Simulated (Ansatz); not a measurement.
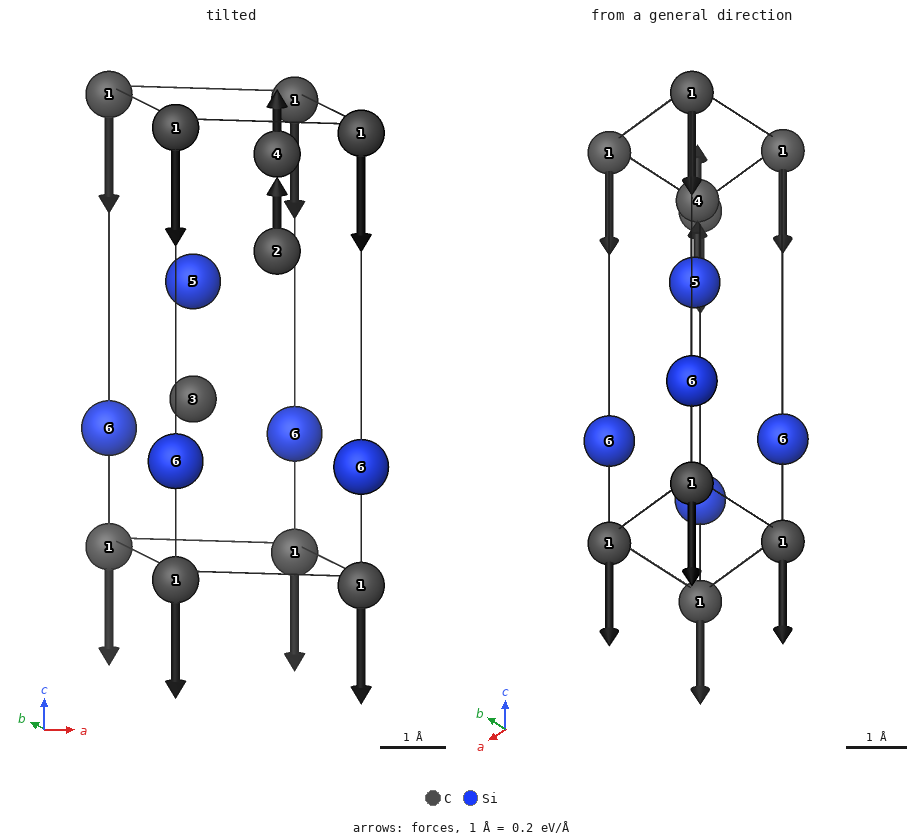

View slightly off an axis and from a general direction, drawn as a spheres-only model. The lines enclose the simulation cell; boundary atoms appear with their images. The arrows are the computed forces on the atoms.

System: SiC₂. Theory: DFT, HSE06, plane waves, PAW (Ansatz). Numerical settings: E_cut = 420 eV, the zone sampled with 6×6×2 points, no spin polarisation.

**Is the structure at a minimum of the energy?**

No. The atoms still feel forces of up to about 0.31 eV/Å, far above a usual threshold of 0.01 to 0.03 eV/Å.

**Which atom carries the strongest force?**

C1, about 0.31 eV/Å.

Its origin is a structure type filled with these elements by a generator (whether the compound takes this form wasn't checked). Earlier steps of the study, as a rule a relaxation of our own, may have changed the cell and positions, so they can lie some per cent off the listed ones. It went into a calculation with Ansatz.
